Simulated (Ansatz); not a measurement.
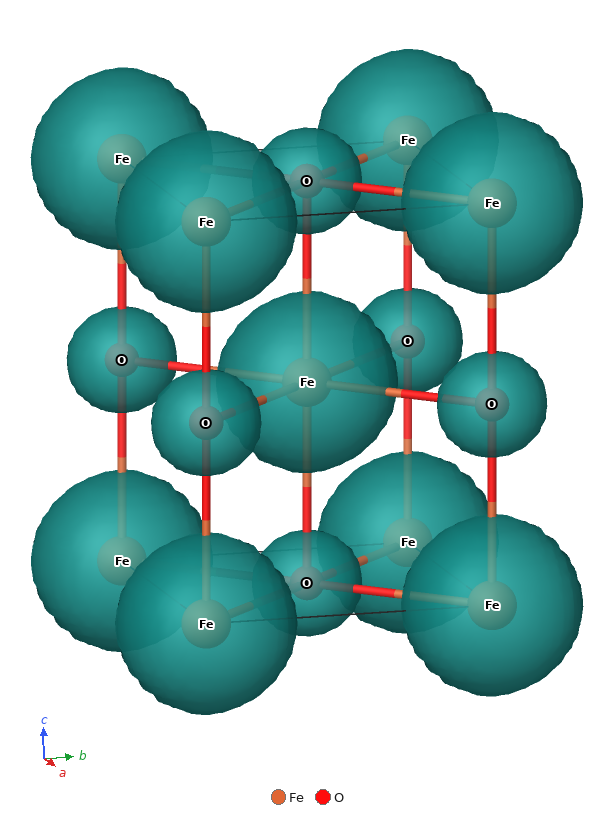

Figure. FeO. Isosurfaces of the spin density at +0.15 (teal) and −0.15 e/Å³ (pink), seen slightly off an axis. Sticks mark near contacts.

Space group I4/mmm; changed on purpose from its base cell (band edges of the strained film's bulk); computed pressure about −2 GPa in this cell; spin-polarised.

These are results of DFT PBEsol, scalar-relativistic, plane waves, PAW (Ansatz 0.2.0), not measurements.

The density is the valence pseudo-density of a PAW calculation; it isn't the true density close to the nuclei.

> Describe the spin distribution.

The spin density sits on Fe: +3.4 μB (×2) in one cell of 4 atoms, with smaller moments on other sites: O (up to +0.33 μB): parallel moments, as they must be, since the calculation's own cell holds one magnetic site. The cell of the calculation (2 atoms) carries 4.0 μB of net spin moment. Only one sign reaches the isovalue.
